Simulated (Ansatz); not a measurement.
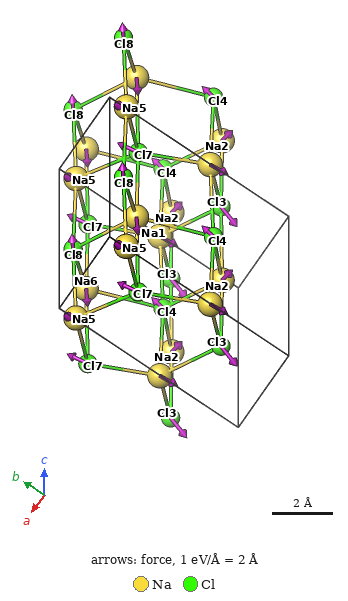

Starting geometry of a crystal of NaCl (built on the h-MgO (five-fold) type) with the computed forces as purple arrows. A ball-and-stick model of the cell of the calculation, repeated 2 × 1 × 2 with one cell outlined, seen from a free direction.

Case: shaken.

Computed with DFT, PBEsol, plane waves, PAW in Ansatz.

Input
```yaml
crystal:
  lattice:
    - [4.7064324006, 0.0510234267, -0.0038751765]
    - [-4.6180572332, 8.1011981105, 0.0558089786]
    - [-0.0045658772, 0.0353282584, 5.5609626034]
  atoms:
    - { symbol: Na, position: [0.3394157887, 0.3430637063, 0.2519313103] }
    - { symbol: Na, position: [0.6861641755, 0.1791998343, 0.7413171538] }
    - { symbol: Cl, position: [0.6970370592, 0.1823074827, 0.2712598946] }
    - { symbol: Cl, position: [0.3304154917, 0.3276784727, 0.7443109614] }
    - { symbol: Na, position: [0.3277586659, 0.8143630248, 0.2576130067] }
    - { symbol: Na, position: [0.6504247225, 0.6674573786, 0.7593149691] }
    - { symbol: Cl, position: [0.6579062046, 0.6553784649, 0.236038045] }
    - { symbol: Cl, position: [0.3299949498, 0.830170307, 0.739357698] }
kpoints:
  mp_grid: { grid: [4, 4, 4] }
hamiltonian:
  xc: pbesol
scf:
  occupations: { method: fermi_dirac, width: 0.05 }
relax:
  f_tol: 0.01
  cell: {}
  max_steps: 120
```

Run as
```bash
ansatz run input.yaml --threads 2 --pin off --max-ram 2211MiB --backend cpu --events-out ev --progress --plain --runs-dir out
```

**What follows when this structure is relaxed?**

It isn't relaxed: the largest force vector, on Cl3, is 0.51 eV/Å. The atoms end up moving mostly along the starting forces (cosine between the two patterns 0.90). The largest move relative to the cell is that of Cl3, 0.18 Å roughly along [−3 −2 −3]. Largest moves by element: Cl 0.18 Å, Na 0.17 Å. Cell: a 4.707 → 4.725 Å (+0.4 %), b 9.325 → 9.441 Å (+1.2 %), c 5.561 → 5.562 Å (0.0 %), α 89.3° → 90.0°, γ 119.1° → 120.0°. Volume +0.8 %. Near-neighbour distances that change, for instance: Cl3–Na5 3.002 → 2.728 Å, Na1–Cl7 2.547 → 2.728 Å, Na2–Cl3 2.614 → 2.782 Å, Na2–Cl3 (another image) 2.948 → 2.780 Å. Bond angles that change, for instance: Na5–Cl8–Na5 174.1° → 180.0°, Cl8–Na5–Cl8 174.1° → 180.0°, Na5–Cl7–Na6 84.4° → 90.0°. The space group (tolerance 0.01 Å) goes from P1 (No. 1) to P6_3/mmc (No. 194). The energy falls by 21.4 meV per atom in 4 accepted moves (5 points after the start). Largest force component: 0.43 eV/Å at the start, 0.0016 eV/Å at the end. Pressure: 0.60 GPa at the start and 0.00 GPa at the end. At 1 point the geometry stayed and the basis and grid were re-selected for the new cell (energy shift of less than 0.05 meV per atom at most each time). Cost: 64 s on 2 threads of Arm Neoverse V1, with other jobs on the host, peak memory 0.53 GiB.
